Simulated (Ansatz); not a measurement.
Geometry relaxation, with input and output: Ti (part 1 of 2)

The run: geometry relaxation of Ti (Fd-3m, 2 atoms in the cell). Method and program: DFT, LDA, PAW with Ansatz's default frozen-core files, scalar-relativistic, no spin polarisation (Ansatz 0.2.0).

The structure was built on a prototype by a generator; it need not be a known phase. Its volume is 0.65 times that of the source entry. It belongs to a series of runs on one base structure; here: diamond relaxed under pressure, PAW files.

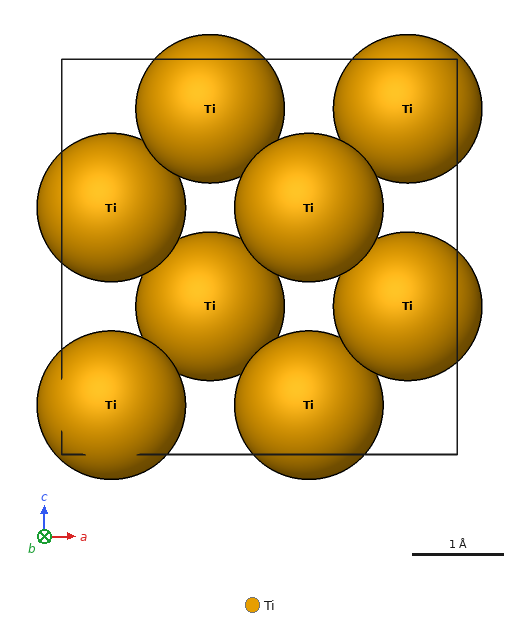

Figure 1. The starting structure (spheres-only view of the cell 4 times as large as that of the calculation, set on its symmetry axes, along the b axis). An atom can appear more than once, as a periodic image.

The input:
```yaml
crystal:
  lattice:
    - [0.0, 2.1869330385, 2.1869330385]
    - [2.1869330385, 0.0, 2.1869330385]
    - [2.1869330385, 2.1869330385, 0.0]
  atoms:
    - { symbol: Ti, position: [-0.125, -0.125, -0.125] }
    - { symbol: Ti, position: [0.125, 0.125, 0.125] }
kpoints:
  mp_grid: { grid: [14, 14, 14] }
scf:
  occupations: { method: fermi_dirac, width: 0.1 }
hamiltonian:
  xc: lda
  pseudopotentials: { kind: paw }
output:
  forces: true
  stress: true
  eigenvalues: true
  write_density: true
  write_potential: true
  elf: true
  volumetric_format: npy
relax:
  f_tol: 0.005
  max_steps: 40
  cell: { p_target: 140.0, stress_tol: 0.07 }
```

Machine: 1 thread of Arm Neoverse V1, 24 GiB of memory available, shared host.

Launch command:
```bash
ansatz run input.yaml --threads 1 --pin off --max-ram 3584MiB --backend cpu --events-out ev --progress --plain --runs-dir out
```

The program's output:
```
Engine: ansatz 0.2.0, aarch64-unknown-linux-gnu
Pseudopotentials: kind: paw
Pseudopotential: Ti, paw, valence charge 12, recommended cutoff 420 eV (normal), Ti.paw.azcp
Functional definition: SPW92
  exchange = slater_x
  correlation = pw_c
Crystal: 2 atoms, lattice volume = 20.919 Å³
Basis set: ecut = 420 eV, 411 PW (Γ)
Bands: 16, of which v1, the nominal top of the filled ones, is band 12 counted from 1 (11 counted from 0)
Symmetry: 48 space group operations
Space group: Fd-3m (ITA 227), of the structure as read, at distance tolerance 2.8e-5 Å
k-points: 104 of 2744
Non-local potential: Ti, projectors of the file, l = 0: 3, l = 1: 2, l = 2: 3, l = 3: 1
PAW form: soft (Blöchl's): semilocal exchange-correlation on the pseudo side does not see the compensation charge
PAW frozen core: Ti, regenerated for the run's functional, and the local potential with it (the file was generated under x = pbe(κ = 0.804, μ = 0.2195149727645171), c = pbe(β = 0.06672455060314922))
PAW one-centre angular grid: Ti, 590 points (default); XC on 64 Gauss nodes
Initial density: superposition of atomic densities (neutral atoms: chi_scale 0, normalization atom), corrected by the library's trained network
Initial wavefunctions: pseudopotential atomic-orbital guess
Functional: x = slater, c = lda
SCF iter   1: F=—  HF=-4893.228820 eV  |F-HF|=—  |Δ(HF+E_count)|=         —  Δρ=5.35e-2  dr2=2.21e-1  ethr=1.77e-3  ⟨swp⟩=3.8  Hψ=6887  notcnv=0
preconditioner: auto → none  [metal: Δε(μ)=0.031 eV  Ē_g=22.944 eV  σ=0.100 eV  W_gap=0.08  n_scr=8 (ndim 8)  ℏωp=36.3 eV  f_vac=0.000  D(μ)=2.28/eV (n_scr^D=26)  sad-step TF]
SCF iter   2: F=—  HF=-4893.156897 eV  |F-HF|=—  |Δ(HF+E_count)|=   7.19e-2  Δρ=2.77e-2  dr2=5.98e-2  ethr=9.22e-4  ⟨swp⟩=2.2  Hψ=2950  notcnv=0
SCF iter   3: F=—  HF=-4893.139246 eV  |F-HF|=—  |Δ(HF+E_count)|=   1.77e-2  Δρ=1.85e-3  dr2=3.30e-4  ethr=2.49e-4  ⟨swp⟩=3.0  Hψ=3328  notcnv=0
SCF iter   4: F=—  HF=-4893.139306 eV  |F-HF|=—  |Δ(HF+E_count)|=   6.01e-5  Δρ=2.16e-4  dr2=4.81e-6  ethr=1.38e-6  ⟨swp⟩=2.1  Hψ=2137  notcnv=0
SCF iter   5: F=—  HF=-4893.139306 eV  |F-HF|=—  |Δ(HF+E_count)|=   1.33e-8  Δρ=2.64e-5  dr2=1.52e-7  ethr=2.00e-8  ⟨swp⟩=2.8  Hψ=2963  notcnv=0
SCF iter   6: F=-4893.139306 eV  HF=-4893.139306 eV  |F-HF|=4.37e-11  |Δ(HF+E_count)|=   2.42e-8  Δρ=2.72e-6  dr2=6.26e-10  ethr=4.17e-10  ⟨swp⟩=8.7  Hψ=10502  notcnv=0
SCF 1 converged in 6 iterations: F = -4893.139306 eV  dr2 = 6.26e-10
  greatest PAW one-centre occupation: 0.999 electrons in one spin orbital (limit 2), on the Ti atom at site 1 (counted from 0), in its partial waves of l = 1
relax step   1: F+E_penalty+E_count = -4893.13930585 eV  Δ(F+E_penalty+E_count) = +0.000e0 eV  max|allowed force component| = 2.591e-16 eV/Å  Δτ_max = 0.0000 Å  P = +107.006 GPa  Ω = 20.919 Å³  (6 SCF iters, dr2 threshold 1.00e-7 eV, accepted)
Crystal: 2 atoms, lattice volume = 19.303 Å³
Basis set: ecut = 420 eV, 339 PW (Γ)
Initial density: handed on by an earlier stage of this run
Initial wavefunctions: those handed on with the density
iter 1 solved again at ethr=2.13e-4 eV; its pass at ethr=3.10e-3 eV (dr2=5.10e-2 eV) is discarded
SCF iter   1: F=—  HF=-4891.857710 eV  |F-HF|=—  |Δ(HF+E_count)|=         —  Δρ=1.51e-2  dr2=5.13e-2  ethr=2.13e-4  ⟨swp⟩=1.0  Hψ=11692  notcnv=0
preconditioner: auto → none  [metal: Δε(μ)=0.008 eV  Ē_g=23.379 eV  σ=0.100 eV  W_gap=0.02  n_scr=8 (ndim 8)  ℏωp=37.8 eV  f_vac=0.000  D(μ)=2.00/eV (n_scr^D=26)]
SCF iter   2: F=—  HF=-4891.843297 eV  |F-HF|=—  |Δ(HF+E_count)|=   1.44e-2  Δρ=3.45e-3  dr2=2.65e-3  ethr=2.13e-4  ⟨swp⟩=2.1  Hψ=2564  notcnv=0
SCF iter   3: F=—  HF=-4891.843706 eV  |F-HF|=—  |Δ(HF+E_count)|=   4.09e-4  Δρ=6.44e-4  dr2=5.68e-5  ethr=1.10e-5  ⟨swp⟩=2.0  Hψ=2115  notcnv=0
SCF iter   4: F=—  HF=-4891.843843 eV  |F-HF|=—  |Δ(HF+E_count)|=   1.37e-4  Δρ=6.69e-5  dr2=2.94e-7  ethr=2.36e-7  ⟨swp⟩=2.0  Hψ=2945  notcnv=0
iter 5 did not close the SCF: its close was put off for the readings that it lacked (scf_convergence_deferred on its scf_iter line)
SCF iter   5: F=-4891.843844 eV  HF=-4891.843844 eV  |F-HF|=2.10e-9  |Δ(HF+E_count)|=   8.52e-7  Δρ=7.73e-6  dr2=1.29e-8  ethr=1.23e-9  ⟨swp⟩=2.0  Hψ=2900  notcnv=0
SCF iter   6: F=-4891.843844 eV  HF=-4891.843844 eV  |F-HF|=2.09e-11  |Δ(HF+E_count)|=  9.45e-10  Δρ=6.34e-7  dr2=4.39e-11  ethr=5.36e-11  ⟨swp⟩=6.0  Hψ=8632  notcnv=0
SCF 2 converged in 6 iterations: F = -4891.843844 eV  dr2 = 4.39e-11
  greatest PAW one-centre occupation: 1.001 electrons in one spin orbital (limit 2), on the Ti atom at site 1 (counted from 0), in its partial waves of l = 1
relax step   2: F+E_penalty+E_count = -4891.84384365 eV  Δ(F+E_penalty+E_count) = +1.295e0 eV  max|allowed force component| = 5.551e-16 eV/Å  Δτ_max = 0.0000 Å  P = +153.125 GPa  Ω = 19.303 Å³  energy of the carried Pulay correction = +1.885e-3 eV  (6 SCF iters, dr2 threshold 2.00e-7 eV, accepted)
Crystal: 2 atoms, lattice volume = 19.737 Å³
Basis set: ecut = 420 eV, 387 PW (Γ)
iter 1 solved again at ethr=1.91e-5 eV; its pass at ethr=3.10e-3 eV (dr2=4.57e-3 eV) is discarded
SCF iter   1: F=—  HF=-4892.239759 eV  |F-HF|=—  |Δ(HF+E_count)|=         —  Δρ=4.42e-3  dr2=4.52e-3  ethr=1.91e-5  ⟨swp⟩=1.0  Hψ=10942  notcnv=0
preconditioner: auto → none  [metal: Δε(μ)=0.006 eV  Ē_g=23.261 eV  σ=0.100 eV  W_gap=0.01  n_scr=8 (ndim 8)  ℏωp=37.4 eV  f_vac=0.000  D(μ)=2.15/eV (n_scr^D=26)]
SCF iter   2: F=—  HF=-4892.238504 eV  |F-HF|=—  |Δ(HF+E_count)|=   1.25e-3  Δρ=1.01e-3  dr2=2.42e-4  ethr=1.88e-5  ⟨swp⟩=2.1  Hψ=2177  notcnv=0
SCF iter   3: F=—  HF=-4892.238537 eV  |F-HF|=—  |Δ(HF+E_count)|=   3.23e-5  Δρ=1.80e-4  dr2=4.61e-6  ethr=1.01e-6  ⟨swp⟩=2.0  Hψ=2102  notcnv=0
SCF iter   4: F=—  HF=-4892.238547 eV  |F-HF|=—  |Δ(HF+E_count)|=   1.00e-5  Δρ=1.78e-5  dr2=2.07e-8  ethr=1.92e-8  ⟨swp⟩=2.0  Hψ=2947  notcnv=0
iter 5 did not close the SCF: its close was put off for the readings that it lacked (scf_convergence_deferred on its scf_iter line)
SCF iter   5: F=-4892.238547 eV  HF=-4892.238547 eV  |F-HF|=4.18e-11  |Δ(HF+E_count)|=   5.03e-8  Δρ=1.58e-6  dr2=4.83e-10  ethr=8.61e-11  ⟨swp⟩=2.2  Hψ=2871  notcnv=0
SCF iter   6: F=-4892.238547 eV  HF=-4892.238547 eV  |F-HF|=1.82e-12  |Δ(HF+E_count)|=  1.55e-10  Δρ=1.19e-7  dr2=1.25e-12  ethr=2.01e-12  ⟨swp⟩=5.0  Hψ=8079  notcnv=0
SCF 3 converged in 6 iterations: F = -4892.238547 eV  dr2 = 1.25e-12
  greatest PAW one-centre occupation: 1.000 electrons in one spin orbital (limit 2), on the Ti atom at site 1 (counted from 0), in its partial waves of l = 1
relax step   3: F+E_penalty+E_count = -4892.23854656 eV  Δ(F+E_penalty+E_count) = -3.947e-1 eV  max|allowed force component| = 3.701e-16 eV/Å  Δτ_max = 0.0000 Å  P = +138.980 GPa  Ω = 19.737 Å³  energy of the carried Pulay correction = +1.364e-3 eV  (6 SCF iters, dr2 threshold 2.00e-7 eV, accepted)
Crystal: 2 atoms, lattice volume = 19.705 Å³
iter 1 solved again at ethr=1.16e-7 eV; its pass at ethr=3.10e-3 eV (dr2=2.79e-5 eV) is discarded
SCF iter   1: F=—  HF=-4892.210783 eV  |F-HF|=—  |Δ(HF+E_count)|=         —  Δρ=3.16e-4  dr2=2.31e-5  ethr=1.16e-7  ⟨swp⟩=2.3  Hψ=10224  notcnv=0
preconditioner: auto → none  [metal: Δε(μ)=0.013 eV  Ē_g=23.266 eV  σ=0.100 eV  W_gap=0.03  n_scr=8 (ndim 8)  ℏωp=37.4 eV  f_vac=0.000  D(μ)=2.13/eV (n_scr^D=26)]
SCF iter   2: F=—  HF=-4892.210776 eV  |F-HF|=—  |Δ(HF+E_count)|=   6.44e-6  Δρ=7.29e-5  dr2=1.24e-6  ethr=9.62e-8  ⟨swp⟩=2.2  Hψ=2249  notcnv=0
iter 3 did not close the SCF: its close was put off for the readings that it lacked (scf_convergence_deferred on its scf_iter line)
SCF iter   3: F=-4892.210777 eV  HF=-4892.210777 eV  |F-HF|=5.60e-8  |Δ(HF+E_count)|=   1.69e-7  Δρ=1.30e-5  dr2=2.37e-8  ethr=5.18e-9  ⟨swp⟩=2.0  Hψ=2098  notcnv=0
iter 4 did not close the SCF: its close was put off for the readings that it lacked (scf_convergence_deferred on its scf_iter line)
SCF iter   4: F=-4892.210777 eV  HF=-4892.210777 eV  |F-HF|=3.24e-10  |Δ(HF+E_count)|=   6.06e-8  Δρ=1.40e-6  dr2=1.34e-10  ethr=9.88e-11  ⟨swp⟩=2.0  Hψ=2948  notcnv=0
iter 5 did not close the SCF: its close was put off for the readings that it lacked (scf_convergence_deferred on its scf_iter line)
SCF iter   5: F=-4892.210777 eV  HF=-4892.210777 eV  |F-HF|=2.73e-12  |Δ(HF+E_count)|=  3.06e-10  Δρ=1.50e-7  dr2=4.91e-12  ethr=1.00e-12  ⟨swp⟩=2.1  Hψ=2177  notcnv=0
SCF iter   6: F=-4892.210777 eV  HF=-4892.210777 eV  |F-HF|=0.00e0  |Δ(HF+E_count)|=  9.09e-13  Δρ=9.94e-9  dr2=1.21e-14  ethr=1.00e-12  ⟨swp⟩=4.6  Hψ=6737  notcnv=0
SCF 4 converged in 6 iterations: F = -4892.210777 eV  dr2 = 1.21e-14
relax step   4: F+E_penalty+E_count = -4892.21077671 eV  Δ(F+E_penalty+E_count) = +2.777e-2 eV  max|allowed force component| = 2.961e-16 eV/Å  Δτ_max = 0.0000 Å  P = +139.973 GPa  Ω = 19.705 Å³  energy of the carried Pulay correction = +1.402e-3 eV  (6 SCF iters, dr2 threshold 2.00e-7 eV, accepted)
Initial wavefunctions: pseudopotential atomic-orbital guess (no wavefunctions were taken with the density)
iter 1 solved again at ethr=5.23e-8 eV; its pass at ethr=3.10e-3 eV (dr2=1.25e-5 eV) is discarded
SCF iter   1: F=—  HF=-4892.209224 eV  |F-HF|=—  |Δ(HF+E_count)|=         —  Δρ=9.26e-5  dr2=2.18e-7  ethr=5.23e-8  ⟨swp⟩=3.4  Hψ=12005  notcnv=0
preconditioner: auto → none  [metal: Δε(μ)=0.013 eV  Ē_g=23.265 eV  σ=0.100 eV  W_gap=0.03  n_scr=8 (ndim 8)  ℏωp=37.4 eV  f_vac=0.000  D(μ)=2.13/eV (n_scr^D=26)]
SCF iter   2: F=—  HF=-4892.209222 eV  |F-HF|=—  |Δ(HF+E_count)|=   2.18e-6  Δρ=4.86e-5  dr2=8.70e-8  ethr=9.07e-10  ⟨swp⟩=2.0  Hψ=2945  notcnv=0
SCF iter   3: F=—  HF=-4892.209222 eV  |F-HF|=—  |Δ(HF+E_count)|=   3.25e-8  Δρ=4.25e-6  dr2=2.65e-9  ethr=3.62e-10  ⟨swp⟩=2.9  Hψ=2990  notcnv=0
SCF iter   4: F=—  HF=-4892.209222 eV  |F-HF|=—  |Δ(HF+E_count)|=  9.80e-10  Δρ=9.50e-7  dr2=5.09e-11  ethr=1.10e-11  ⟨swp⟩=2.0  Hψ=2737  notcnv=0
iter 5 did not close the SCF: its close was put off for the readings that it lacked (scf_convergence_deferred on its scf_iter line)
SCF iter   5: F=-4892.209222 eV  HF=-4892.209222 eV  |F-HF|=0.00e0  |Δ(HF+E_count)|=  9.09e-13  Δρ=6.57e-8  dr2=1.95e-13  ethr=1.00e-12  ⟨swp⟩=1.1  Hψ=1682  notcnv=0
SCF iter   6: F=-4892.209222 eV  HF=-4892.209222 eV  |F-HF|=9.09e-13  |Δ(HF+E_count)|=  9.09e-13  Δρ=8.86e-9  dr2=9.00e-15  ethr=1.00e-12  ⟨swp⟩=4.1  Hψ=6390  notcnv=0
SCF 5 converged in 6 iterations: F = -4892.209222 eV  dr2 = 9.00e-15
relax step   5: F+E_penalty+E_count = -4892.20922152 eV  Δ(F+E_penalty+E_count) = +1.555e-3 eV  max|allowed force component| = 5.181e-16 eV/Å  Δτ_max = 0.0000 Å  P = +140.022 GPa  Ω = 19.705 Å³  stress off target by 2.17e-2 GPa  SCF on the basis re-selected at this cell (its energy is not comparable with the rows above)  (6 SCF iters)
```

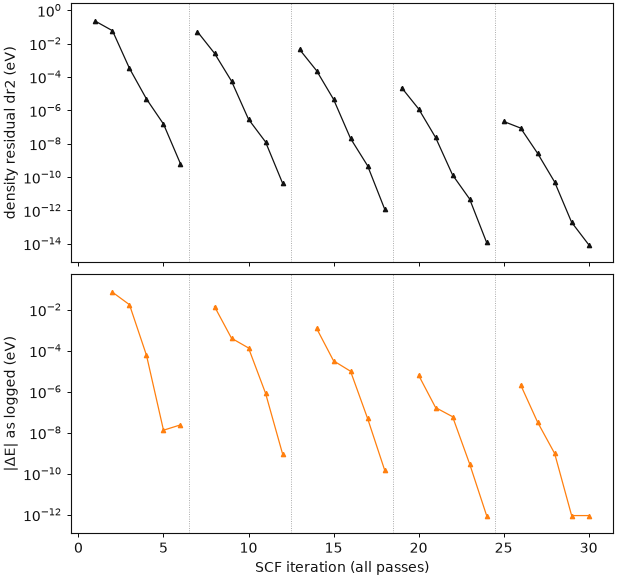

Figure 2. Convergence of the self-consistent field: density residual dr2 and size of the energy change against the SCF iteration. The dotted lines part the SCF passes of the relaxation: geometry steps, rejected trials and re-solves on a re-selected basis. The 5 passes take 6 iterations each, 30 in all.
